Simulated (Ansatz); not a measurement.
```
Pt Se
1.0
     5.34821    0.00000    0.00000
     0.00000   -7.58957    0.00000
     0.00000    0.00000   -3.95011
Pt Se
2 4
Cartesian
  0.0000 0.0000 -1.7365
  2.6741 -3.7948 -1.7365
  1.3371 -5.6922 -2.5604
  4.0112 -1.8974 -2.5604
  1.3371 -1.8974 -2.5604
  4.0112 -5.6922 -2.5604
```

Space group Cmm2; a structure generated by program, which may or may not match a known phase.

These are results of Ansatz, DFT PBE, scalar-relativistic, plane waves, PAW, not measurements.

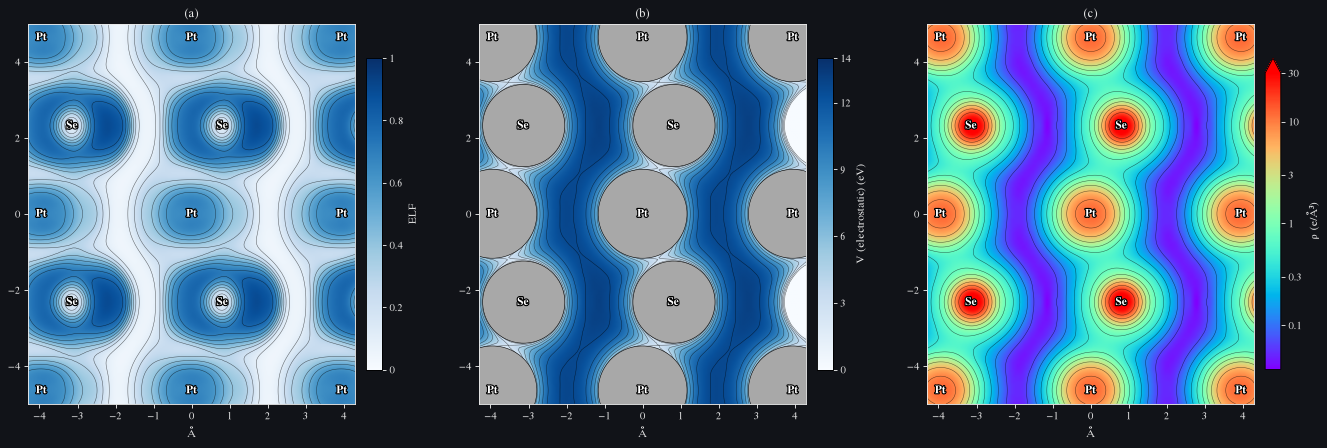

PtSe2. (a) electron localisation function; (b) electrostatic potential (local pseudopotential plus Hartree) felt by an electron; (c) valence charge density (pseudo) on the (11̄0) plane of the conventional cell. Grey discs cover the atomic cores in the potential map.

In a PAW calculation such maps are meaningful between the atoms, not at the nuclei.

What do the fields say about this system?

Answer.
- The plane passes through Pt and Se nuclei.
- Pt–Se (2.46 Å): ρ at the midpoint is about 0.6 e/Å³; the ELF is about 0.40 at the midpoint.
- Between the atoms the lowest density in this plane is 0.04 e/Å³.
- The features right at Pt lie inside the PAW spheres, where the map follows smoothed inner orbitals and isn't to be read closely.
- Outside the cores the potential energy rises away from the atoms and is highest about 2.0 Å from the nearest atoms; its zero is arbitrary.
